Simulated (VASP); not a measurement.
The compound is ZnO (space group P6_3mc, No. 186), taken as an entry of the Crystallography Open Database, as set up for an electronic-structure calculation.

```cif
data_structure
_symmetry_space_group_name_H-M 'P6_3mc'
_symmetry_Int_Tables_number 186
_cell_length_a 3.2493
_cell_length_b 3.2493
_cell_length_c 5.2057
_cell_angle_alpha 90.000
_cell_angle_beta 90.000
_cell_angle_gamma 120.000
_cell_volume 47.60
loop_
_atom_site_label
_atom_site_type_symbol
_atom_site_symmetry_multiplicity
_atom_site_Wyckoff_symbol
_atom_site_fract_x
_atom_site_fract_y
_atom_site_fract_z
_atom_site_occupancy
Zn1 Zn 2 b 0.66667 0.33333 0.00000 1
O1 O 2 b 0.33333 0.66667 0.87901 1
```

Bonds are taken as O–Zn below 2.2 Å. Atoms with one bond or none are removed and atoms with two bonds are replaced by edges, until no such atom is left.

What net does this leave?

The result is a uninodal 4-connected, three-periodic net: Zn and O are 4-connected nodes. It is the lon net, known from lonsdaleite, wurtzite and tridymite. It is a single net, without interpenetration.

```json
{"node": "Zn and O", "links": "4", "point symbol": "6^6", "coordination sequence": "4 12 25 44 67"}
```

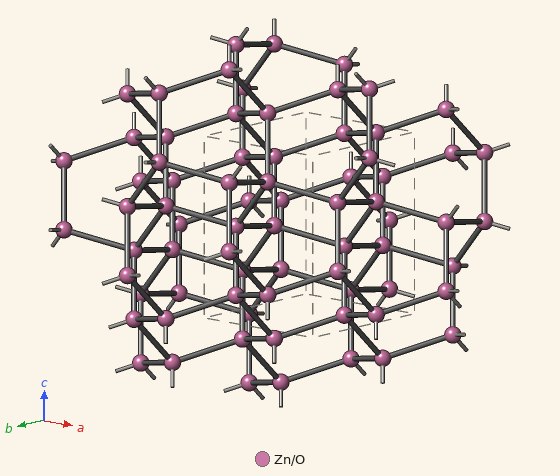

Nodes are coloured by topological kind. Edges to nodes outside the piece are drawn as stubs.
